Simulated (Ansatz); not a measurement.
Run report: Ir, single-point calculation

- system: Ir (1 atom in the cell)
- method: DFT r2SCAN, scalar-relativistic, plane waves, PAW, no spin polarisation (Ansatz 0.2.0)

The structure derives from an entry of the Crystallography Open Database. It belongs to a series of runs on one base structure; here: strain -0.0100 x Voigt [0, 1, 0, 0, 0, 0], atoms carried along. Figures and captions count atoms from 1; the log counts them from 0 in places.

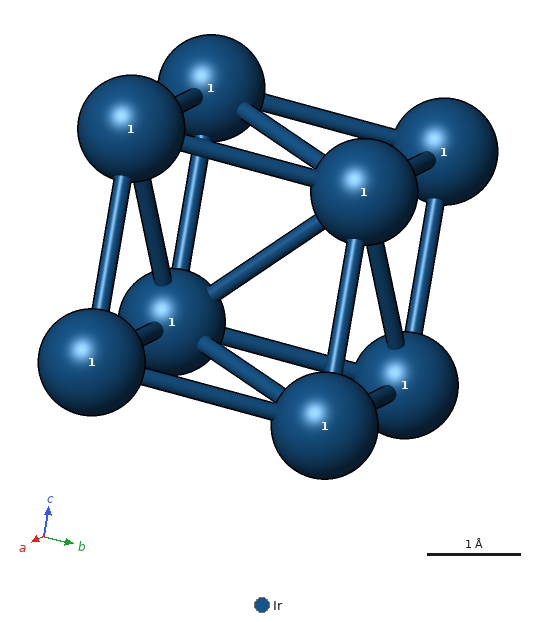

Fig. 1: The input geometry (ball-and-stick view of the reduced cell, seen slightly off an axis; atoms are numbered from 1 in the order of the input). An atom can appear more than once, as a periodic image. Near neighbours in the periodic cell (some may lie outside the picture): Ir has 12 Ir at 2.70 to 2.71 Å.

### The input
```yaml
crystal:
  lattice:
    - [0.0, 1.900503, 1.9197]
    - [1.9197, 0.0, 1.9197]
    - [1.9197, 1.900503, 0.0]
  atoms:
    - { symbol: Ir, position: [0.0, 0.0, 0.0] }
basis:
  ecutwfc: 500
kpoints:
  mp_grid: { grid: [22, 22, 22] }
hamiltonian:
  xc: r2scan
scf:
  occupations: { method: gaussian, width: 0.15 }
output:
  forces: true
  stress: true
  eigenvalues: true
  write_density: true
  write_potential: true
  elf: true
  volumetric_format: npy
```

Machine: 1 thread of Intel Xeon @ 2.50GHz (Skylake/Cascade Lake), 192 GiB of memory available, shared host.

Launch command:
```bash
ansatz run input.yaml --threads 1 --pin off --max-ram 2560MiB --backend cpu --events-out ev --progress --plain --runs-dir out
```

### What the program printed
```
Engine: ansatz 0.2.0, x86_64-unknown-linux-gnu
Pseudopotentials: kind: paw
Pseudopotential: Ir, paw, valence charge 17, recommended cutoff 500 eV (meta_gga), Ir.paw.azcp
Functional definition: r2SCAN
  parameter k0 = 0.174
  parameter k1 = 0.065
  parameter a1 = 4.9479
  exchange = r2scan_x(k0 = k0, k1 = k1, a1 = a1)
  correlation = r2scan_c
Crystal: 1 atoms, lattice volume = 14.008 Å³
Basis set: ecut = 500 eV, 339 PW (Γ), exchange–correlation on 80×80×80 points (64 copies of the dense FFT grid, shifted against one another)
Bands: 13, of which v1, the nominal top of the filled ones, is band 9 counted from 1 (8 counted from 0)
Symmetry: 16 space group operations
Space group: I4/mmm (ITA 139), of the structure as read, at distance tolerance 2.4e-5 Å
k-points: 834 of 10648
Non-local potential: Ir, projectors of the file, l = 0: 3, l = 1: 2, l = 2: 2, l = 3: 1
PAW form: soft (Blöchl's): semilocal exchange-correlation on the pseudo side does not see the compensation charge
PAW frozen core: Ir, regenerated for the run's functional (the file was generated under x = pbe(κ = 0.804, μ = 0.2195149727645171), c = pbe(β = 0.06672455060314922))
PAW one-centre angular grid: Ir, 590 points (default); XC on 160 Gauss nodes
Initial density: superposition of atomic densities (neutral atoms: chi_scale 0, normalization atom), corrected by the library's trained network
Initial wavefunctions: pseudopotential atomic-orbital guess
Functional: x = r2scan, c = r2scan; τ floored in thin density (d = 2e-4 eV/Å³)
SCF iter   1: F=—  HF=-11948.692528 eV  |F-HF|=—  |Δ(HF+E_count)|=         —  Δρ=1.12e-2  dr2=7.90e-3  dr2_τ=3.92e-2  ethr=1.77e-3  ⟨swp⟩=5.0  Hψ=61634  notcnv=0
preconditioner: auto → none  [metal: Δε(μ)=0.007 eV  Ē_g=15.043 eV  σ=0.150 eV  W_gap=0.03  n_scr=0 (ndim 8)  ℏωp=29.8 eV  f_vac=0.000  D(μ)=1.05/eV (n_scr^D=14)]
SCF iter   2: F=—  HF=-11948.719918 eV  |F-HF|=—  |Δ(HF+E_count)|=   2.74e-2  Δρ=5.16e-3  dr2=8.57e-4  dr2_τ=4.52e-4  ethr=4.65e-5  ⟨swp⟩=2.0  Hψ=23894  notcnv=0  defer=222
SCF iter   3: F=—  HF=-11948.720574 eV  |F-HF|=—  |Δ(HF+E_count)|=   6.55e-4  Δρ=1.62e-3  dr2=7.99e-5  dr2_τ=2.64e-5  ethr=5.04e-6  ⟨swp⟩=2.0  Hψ=13531  notcnv=0  defer=222
SCF iter   4: F=—  HF=-11948.720650 eV  |F-HF|=—  |Δ(HF+E_count)|=   7.64e-5  Δρ=1.31e-4  dr2=9.01e-7  dr2_τ=1.07e-7  ethr=4.70e-7  ⟨swp⟩=2.3  Hψ=15508  notcnv=0  defer=222
SCF iter   5: F=—  HF=-11948.720651 eV  |F-HF|=—  |Δ(HF+E_count)|=   7.68e-7  Δρ=3.44e-5  dr2=1.01e-7  dr2_τ=1.53e-8  ethr=5.30e-9  ⟨swp⟩=2.1  Hψ=16147  notcnv=0  defer=222
SCF iter   6: F=-11948.720651 eV  HF=-11948.720651 eV  |F-HF|=2.58e-10  |Δ(HF+E_count)|=   2.74e-8  Δρ=1.08e-5  dr2=1.11e-8  dr2_τ=9.92e-10  ethr=5.88e-10  ⟨swp⟩=8.4  Hψ=58742  notcnv=0
SCF 1 converged in 6 iterations: F = -11948.720651 eV  dr2 = 1.11e-8
  greatest PAW one-centre occupation: 1.000 electrons in one spin orbital (limit 2), on the Ir atom at site 0 (counted from 0), in its partial waves of l = 0
```

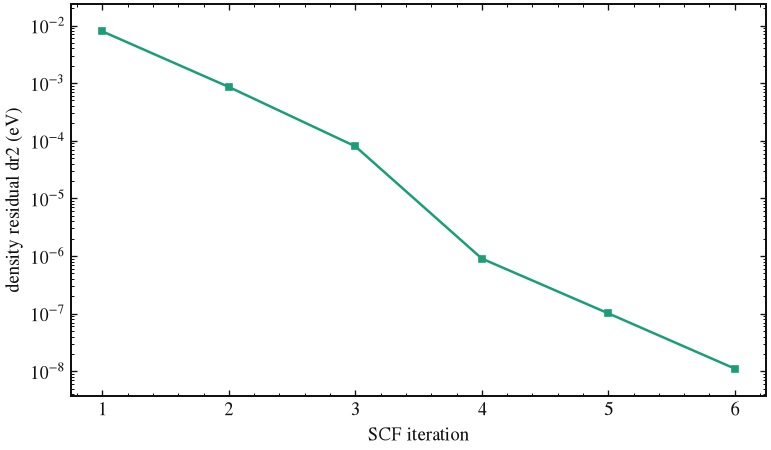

Fig. 2: Convergence of the self-consistent field: density residual dr2 against the SCF iteration. The residual falls at every step.

```
SCF converged after 6 iterations
Free energy (F): -11948.720651 eV
Harris-Foulkes:  -11948.720651 eV  (|F-HF|=2.58e-10)
Internal energy: -11948.708906 eV  (E = F + TS)
E sigma→0 (E₀):  -11948.714779 eV
Entropy (-TS):   -0.011745 eV (-11.745 meV/atom)
Fermi energy:    25.875703 eV
--- Per-component energies (eV) ---
  E_band       = -95.975341
  E_kinetic    = 624.171936
  E_local      = -1054.786456  (includes V_loc(G=0)·N_el)
  E_nonlocal   = 73.975179
  E_hartree    = 406.838021
  E_xc         = -255.738770
  E_vxc        = -333.963344  (∫ρ·V_xc dr)
  E_paw        = -9249.768191  (= ΣΔE_a)
  E_vpaw       = -239.767933  (= ΣTr[D̂ρ^β])
  E_aug_tail   = -0.000013  (compensation charges beyond the density's cutoff)
  E_vtau       = 20.722839  (kinetic-family band-sum trace: ∫τ·v_τ [+ j·A + Jᵃ·Aᵃ] dr)
  E_ewald      = -2493.083719
  E_core_change = -0.316894  (= ΣΔE_core)
  E_smearing   = -0.011745  (= −TS)
  E_closure    = 0.000000  (closes the sum)
  Σ components = -11948.720651   (vs F -11948.720651, Δ=0.00e0)
--- Forces (eV/Å), atoms counted from 1 ---
  atom   1  Ir     0.00000000     0.00000000     0.00000000
  max |Σ_I F_I| component: 0.00e0 eV/Å
--- Stress (GPa, compression-positive) ---
        4.282839       0.000000       0.000000
        0.000000       8.149300       0.000000
        0.000000       0.000000       4.282839
  P = ⅓ Tr σ = 5.5717 GPa (55.717 kbar)
--- Band table (eV; the first three rows and the last of 834) ---
  k-point 0: bands = ["-69.0698", "-24.8913", "-24.8913", "-24.8820", "14.2850", "21.7922", "21.7922", "21.9302", "24.5057", "24.6859", "40.1282", "45.8673", "45.8673"]
  k-point 1: bands = ["-69.0682", "-24.9076", "-24.8939", "-24.8866", "14.3833", "21.7602", "21.8349", "21.9508", "24.4788", "24.6557", "40.2989", "45.5026", "46.0288"]
  k-point 2: bands = ["-69.0636", "-24.9610", "-24.9017", "-24.8942", "14.6711", "21.6297", "21.9517", "22.0526", "24.4140", "24.5801", "40.7835", "44.5001", "46.5045"]
  k-point 833: bands = ["-68.9626", "-25.7148", "-25.2263", "-25.2263", "17.5871", "18.1577", "26.7631", "27.5233", "27.5233", "27.8254", "37.3644", "37.8918", "37.8918"]
```

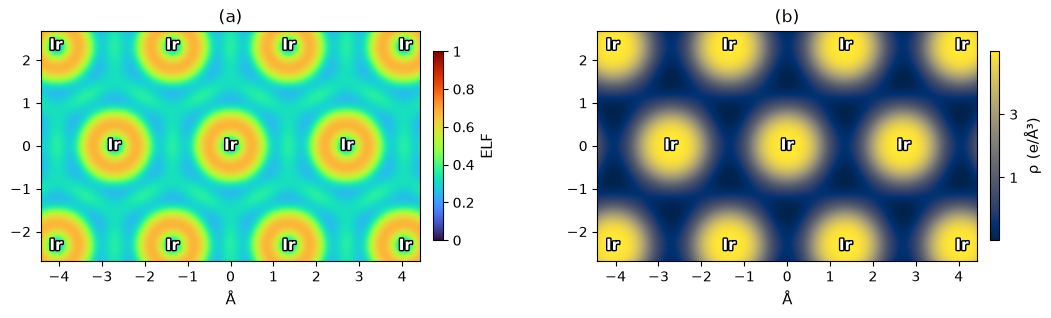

Fig. 3: (a) electron localisation function; (b) valence electron density on the (011) plane of the conventional cell. Ir–Ir (2.70 Å): ρ at the midpoint is about 0.45 e/Å³; the ELF is about 0.35 at the midpoint (metallic bonding. Away from the nuclei the density in this plane falls to 0.34 e/Å³ at its lowest. The strong features right at Ir lie inside the PAW spheres (semicore, d or f shells) and say nothing about bonding. The fields are those of the smooth PAW valence density.

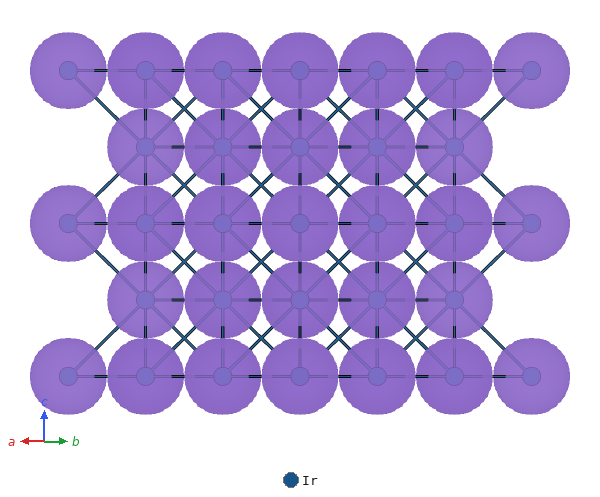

Fig. 4: Isosurface of the valence charge density (pseudo) at 1 e/Å³ (purple), seen along [110]. Sticks mark near contacts. The outline is the cell set on symmetry axes. At this value the density breaks into separate islands; it holds about 70 % of the electrons treated as valence (semicore included). It is pinched off along the Ir–Ir (2.70 Å) contacts. On the grid the lowest density along these lines, outside the cores, is 0.46 e/Å³ (Ir–Ir, 2.70 Å).

### Key numbers

```tsv
quantity	value
outcome	converged
space group (tolerance 0.01 Å)	I4/mmm (139)
electrons treated	17
free energy	−11948.7207 eV
Fermi energy	25.876 eV
gap on the k-point mesh	none (metallic)
pressure	5.57 GPa
largest force (length of the vector)	under 0.001 eV/Å
wall time	34 s
peak memory	0.51 GiB
```

Spin–orbit coupling is left out, which matters for Ir.
